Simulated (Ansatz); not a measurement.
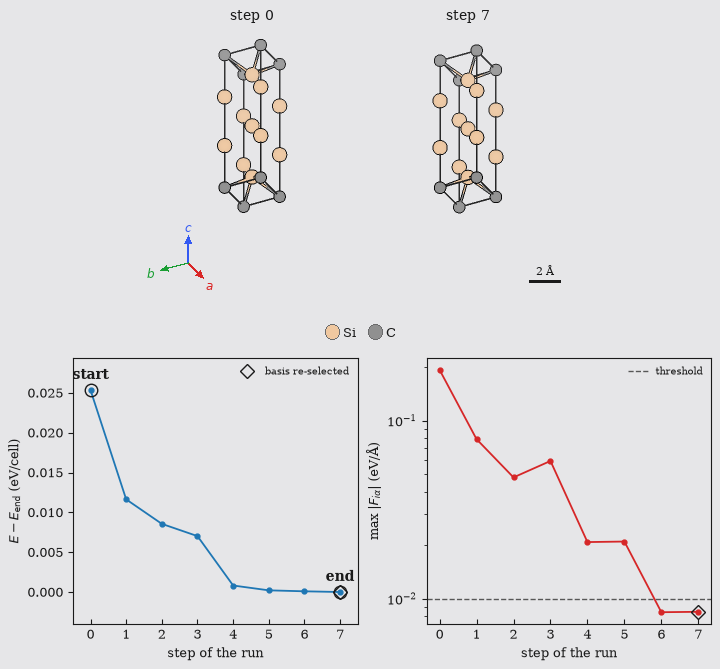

First and last geometry of a relaxation of crystalline Si5C (a generated structure, set up in P4/mmm), with the history of the run. Style: ball-and-stick. Shown: the cell of the calculation, from a free direction.

The calculation used DFT PBE, scalar-relativistic, plane waves, PAW (Ansatz 0.2.0).

Input
```yaml
crystal:
  lattice:
    - [2.7148010627, 0.0, 0.0]
    - [0.0, 2.7148010627, 0.0]
    - [0.0, 0.0, 10.4158395724]
  atoms:
    - { symbol: Si, position: [0.5, 0.5, 0.1144019066] }
    - { symbol: Si, position: [0.0, 0.0, 0.3162549157] }
    - { symbol: Si, position: [0.5, 0.5, 0.5] }
    - { symbol: Si, position: [0.0, 0.0, 0.6837450843] }
    - { symbol: Si, position: [0.5, 0.5, 0.8855980934] }
    - { symbol: C, position: [0.0, 0.0, 0.0] }
basis:
  ecutwfc: 420
kpoints:
  mp_grid: { grid: [14, 14, 4] }
hamiltonian:
  xc: pbe
scf:
  occupations: { method: gaussian, width: 0.1 }
output:
  forces: true
  stress: true
  eigenvalues: true
  write_density: true
  write_potential: true
  elf: true
  volumetric_format: npy
relax:
  adjacent_minimum: "off"
  f_tol: 0.01
  max_steps: 80
  cell: { stress_tol: 0.05 }
```

Launched with:
```bash
ansatz run input.yaml --threads 1 --pin off --max-ram 2560MiB --backend cpu --events-out ev --progress --plain --runs-dir out
```

> Read the history and describe the run.

It converged. The largest moves relative to the cell, 0.035 Å, are those of Si1 and Si5. Si5 goes along −c. C stays in place. Cell: a = b 2.715 → 2.757 Å (+1.6 %), c 10.416 → 9.982 Å (−4.2 %). Volume −1.2 %. Some distances before and after: Si1–Si5 2.383 → 2.354 Å, Si1–C6 2.259 → 2.277 Å. The space group stays P4/mmm (No. 123). Over 6 accepted moves (7 points after the start) the energy falls by 25.3 meV per cell of the calculation. The largest force component goes from 0.19 to 0.0085 eV/Å. The pressure goes from −0.46 to 0.01 GPa. The SCF was repeated once at an unchanged geometry on a basis and grid sized afresh for the cell, which shifted the energy by 0.1 meV per cell of the calculation at most. The run took 2.8 min on 1 thread of Intel(R) Xeon(R) Processor @ 2.50GHz (Skylake/Cascade Lake), on a shared host, peak memory 0.48 GiB.

```json
{"step": "0", "E − E(0), meV/atom": "0.00", "largest force component, eV/Å": "0.1925", "pressure, GPa": "-0.46", "volume, Å³/atom": "12.794", "note": ""}
{"step": "1", "E − E(0), meV/atom": "-2.29", "largest force component, eV/Å": "0.0787", "pressure, GPa": "0.01", "volume, Å³/atom": "12.683", "note": ""}
{"step": "2", "E − E(0), meV/atom": "-2.80", "largest force component, eV/Å": "0.0480", "pressure, GPa": "0.19", "volume, Å³/atom": "12.631", "note": ""}
{"step": "3", "E − E(0), meV/atom": "-3.06", "largest force component, eV/Å": "0.0593", "pressure, GPa": "0.11", "volume, Å³/atom": "12.635", "note": ""}
{"step": "4", "E − E(0), meV/atom": "-4.09", "largest force component, eV/Å": "0.0208", "pressure, GPa": "-0.22", "volume, Å³/atom": "12.680", "note": ""}
{"step": "5", "E − E(0), meV/atom": "-4.19", "largest force component, eV/Å": "0.0210", "pressure, GPa": "0.11", "volume, Å³/atom": "12.633", "note": ""}
{"step": "6", "E − E(0), meV/atom": "-4.21", "largest force component, eV/Å": "0.0084", "pressure, GPa": "0.01", "volume, Å³/atom": "12.645", "note": ""}
{"step": "7", "E − E(0), meV/atom": "-4.22", "largest force component, eV/Å": "0.0085", "pressure, GPa": "0.01", "volume, Å³/atom": "12.645", "note": "same geometry, new basis"}
```
